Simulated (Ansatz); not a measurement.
KF

```
K F
1.0
     3.25895    3.25895    0.00000
    -3.25895    3.25895    0.00000
     0.00000    0.00000    3.25895
K F
2 2
Direct
  0.00027 0.00000 0.00698
  0.50027 0.50000 0.00698
  0.00331 0.50006 0.49420
  0.50331 0.00006 0.49420
```

Space group Cm; a structure from a database of computed crystals, not necessarily the ambient phase; changed on purpose from its base cell (atoms moved at random by about 0.02 A); the program warned that a starting moment wasn't kept.

The calculation used Kohn-Sham DFT of a periodic cell, BLYP, JTH PAW (Ansatz 0.2.0).

The density is the valence pseudo-density of a PAW calculation; it isn't the true density close to the nuclei.

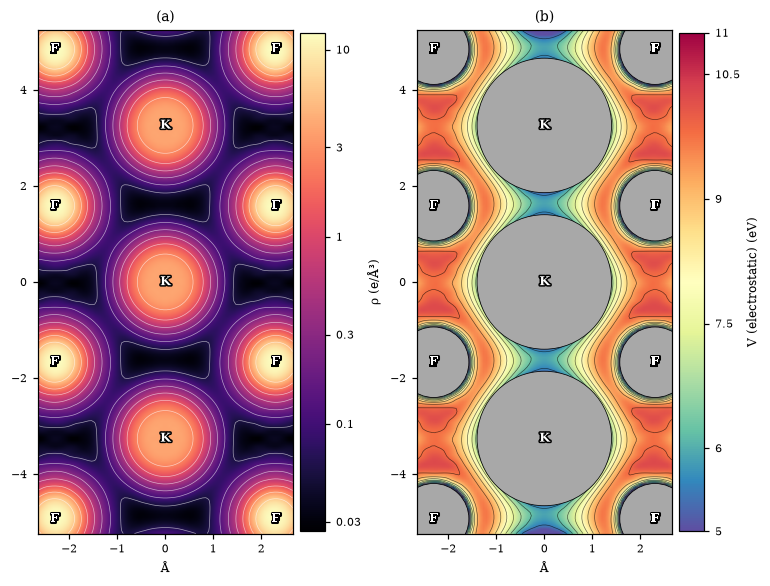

Figure 1. (a) valence charge density (pseudo); (b) electrostatic potential (local pseudopotential plus Hartree) felt by an electron on the (100) plane of the conventional cell. Grey discs cover the atomic cores in the potential map.

> What do the fields say about this system?

- The section cuts through K and F sites.
- K–F (2.80 Å): ρ is about 0.09 e/Å³ halfway.
- K–F (2.85 Å): ρ at the midpoint is about 0.08 e/Å³.
- Between the atoms the lowest density in this plane is 0.03 e/Å³.
- Outside the cores the potential energy rises away from the atoms and is highest about 1.1 Å from the nearest atoms; its zero is arbitrary.

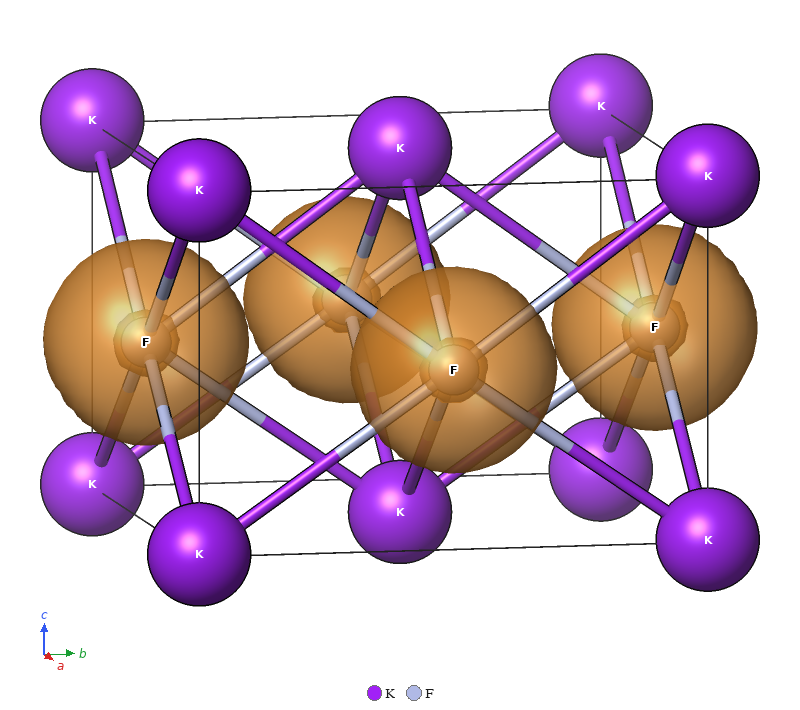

Figure 2. Isosurface of the electron localisation function at 0.65 (orange), seen slightly off an axis. Core shells and regions of very low density are left out. Sticks mark near contacts.

> Identify the bonds, lone pairs and shells in this picture.

The ELF exceeds this value in two regions wrapped around F (the valence shell of each), counted in one cell of 4 atoms. Regions shared between cells count once.


K–F (2.79 Å): the ELF is about 0.05 at the midpoint (a largely ionic contact). K–F (2.84 Å): the ELF is about 0 at the midpoint: an ionic contact with no shared pair.

> Metal or insulator at this level of theory?

It is gapped, with a Kohn–Sham gap of 6.3 eV on the k-point mesh, an upper bound to the gap of this method.
